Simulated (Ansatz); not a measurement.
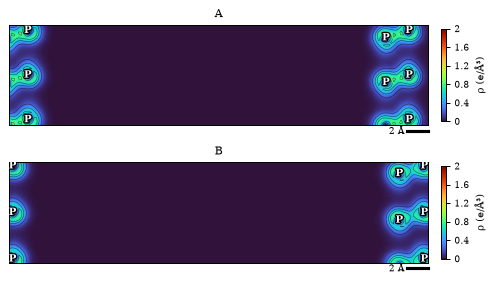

P. The valence electron density of two cells that differ in size and shape, on the (100) plane of each (indices in the axes of the calculation cell), at one length scale and on one colour scale: B has 142.3 Å³ an atom and A 116.9.

Space group Pmna; a structure from a database of computed crystals, not necessarily the ambient phase.

All numbers below come from DFT PBEsol, scalar-relativistic, plane waves, PAW in Ansatz 0.2.0.

The density is the valence pseudo-density of a PAW calculation; it isn't the true density close to the nuclei.

**What changes from the larger cell to the smaller?**

From the larger cell to the smaller, P–P goes from 2.39 to 2.22 Å, and the density at its midpoint from 0.58 to 0.76 e/Å³; the pressure goes from −1.1 to 1.1 GPa.
